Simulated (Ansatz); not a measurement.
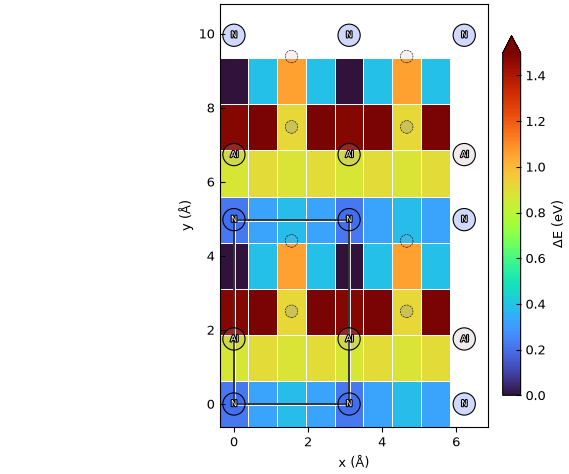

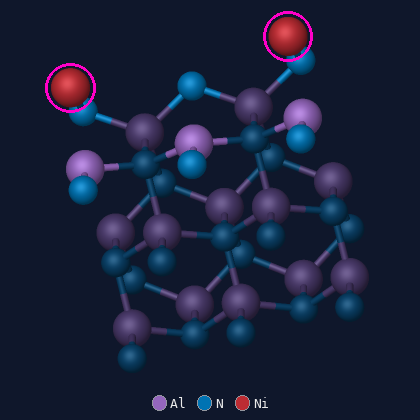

Energy landscape of Ni on an AlN(100) slab cut from the P6_3mc phase (24 atoms of substrate and one adsorbate in a 2 × 1 cell). One Ni atom a 2 × 1 cell is placed over a mesh of places on the rigid (1 0 0) surface, and only its height is relaxed. Places are given modulo a cell vector. The map is drawn in real space over the plane of the surface. Grid: 4 × 4 points. Places are given in fractions of the 1 × 1 surface cell. Energies are in eV, from the lowest grid point. The relaxed height changes by up to 0.9 Å between neighbouring points. These are results of DFT PBE+D3(BJ), scalar-relativistic, plane waves, PAW (Ansatz), not measurements.

The picture shows one coloured cell a grid point, labelled circles for the atoms of the top layer and small ones for the second layer, the outline of one cell of the 2 × 2 shown, one colour for all values above the top of the scale. The second picture is the structure at the lowest point; rings mark the moved atoms.

Q: Summarise what can be read from the map.

A: The lowest grid point is at (0/4, 3/4) of the cell vectors [nearest 1 N at 1.86 Å]. The highest grid point, (1/4, 2/4) of the cell vectors [nearest 1 Al at 2.34 Å], lies 1.50 eV above the lowest. At the lowest point the adsorbate has 1 N at 1.86 Å as nearest neighbours, at the highest 1 Al at 2.34 Å. Its relaxed height above the top atom is 1.38 Å at the lowest and 1.87 Å at the highest point.
